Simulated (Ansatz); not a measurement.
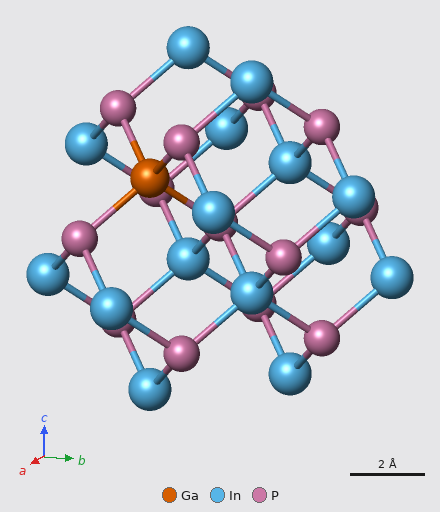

Starting structure of a defect cell of composition In$_{7}$GaP$_{8}$. The picture is a ball-and-stick view of the atoms within 5.8 Å of the atom that moves most (axes of the conventional cell (4 times the calculation's cell)), seen slightly off an axis. Lengths and directions refer to the drawn axes.

Case: Ga on a In site (a), charge +0, atoms relaxed at the host's cell.

These are results of DFT PBE, scalar-relativistic, plane waves, PAW (Ansatz 0.2.0), not measurements.

Input
```yaml
crystal:
  lattice:
    - [0.0, 5.9597880289, -5.9597880289]
    - [5.9597880289, 5.9597880289, 0.0]
    - [5.9597880289, 0.0, -5.9597880289]
  atoms:
    - { symbol: Ga, position: [0.5, 0.5, 0.0] }
    - { symbol: In, position: [0.5, 0.0, 0.0] }
    - { symbol: In, position: [1.0, 0.5, 0.0] }
    - { symbol: In, position: [1.0, 0.0, 0.0] }
    - { symbol: In, position: [0.5, 0.5, 0.5] }
    - { symbol: In, position: [0.5, 0.0, 0.5] }
    - { symbol: In, position: [1.0, 0.5, 0.5] }
    - { symbol: In, position: [1.0, 0.0, 0.5] }
    - { symbol: P, position: [0.375, 0.375, 0.375] }
    - { symbol: P, position: [0.375, 0.875, 0.375] }
    - { symbol: P, position: [0.875, 0.375, 0.375] }
    - { symbol: P, position: [0.875, 0.875, 0.375] }
    - { symbol: P, position: [0.375, 0.375, 0.875] }
    - { symbol: P, position: [0.375, 0.875, 0.875] }
    - { symbol: P, position: [0.875, 0.375, 0.875] }
    - { symbol: P, position: [0.875, 0.875, 0.875] }
  host:
    lattice:
      - [0.0, 2.9798940145, 2.9798940145]
      - [2.9798940145, 0.0, 2.9798940145]
      - [2.9798940145, 2.9798940145, 0.0]
    atoms:
      - { symbol: In, position: [0.0, 0.0, 0.0] }
      - { symbol: P, position: [0.25, 0.25, 0.25] }
basis:
  ecutwfc: 420
  xc_grid: 2
kpoints:
  mp_grid: { grid: [3, 3, 3], shift: [0.0, 0.0, 0.0] }
hamiltonian:
  xc: pbe
scf:
  occupations: { method: gaussian, width: 0.02 }
output:
  forces: true
  stress: false
  eigenvalues: true
  charged_corrections:
    defect_position: [0.5, 0.5, 0.0]
    epsilon: [[15.0794, 0.0, 0.0], [0.0, 15.0794, 0.0], [0.0, 0.0, 15.0794]]
  write_density: true
  write_potential: true
  elf: true
  volumetric_format: npy
relax:
  adjacent_minimum: "off"
  f_tol: 0.025
  max_steps: 45
```

Launched with:
```bash
ansatz run input.yaml --threads 4 --pin off --max-ram 8192MiB --backend cpu --events-out ev --progress --plain --runs-dir out
```

### Where does the relaxation end?

The largest moves, 0.11 Å, are those of P9, P13, P14 and P15. P15 goes along [1 −1 1]. In and Ga stay in place. The cell stays as it was. Near-neighbour distances that change, for instance: Ga1–P13 2.581 → 2.476 Å, In2–P13 2.581 → 2.617 Å. Among the angles between lasting bonds that change: P14–In4–P15 109.5° → 113.9°, In3–P15–In4 109.5° → 107.2°, Ga1–P15–In3 109.5° → 111.7°. After 3 accepted moves (4 points after the start) the energy has fallen by 0.196 eV per cell of the calculation. The largest force component goes from 0.51 to 0.0077 eV/Å. 1 step only repeated the SCF at the same geometry.

History of the run:

```tsv
step	E − E(0), meV/atom	largest force component, eV/Å	note
0	0.00	0.5129	
1	-10.80	0.1839	
2	-12.07	0.0858	
3	-12.22	0.0078	
4	-12.22	0.0077	same geometry, SCF repeated
```

The end point in the same view:

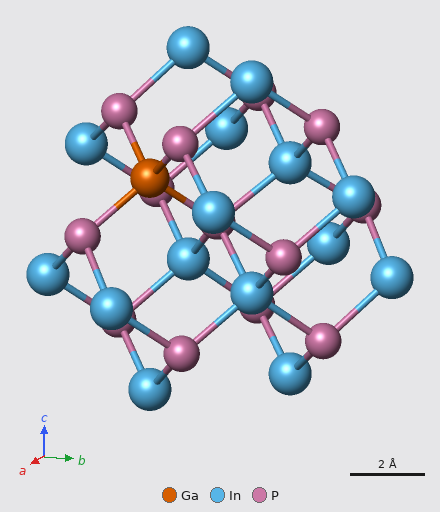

Limits of the set-up: the periodic images lie only 8.4 Å apart, so the values are limited by the cell's size.
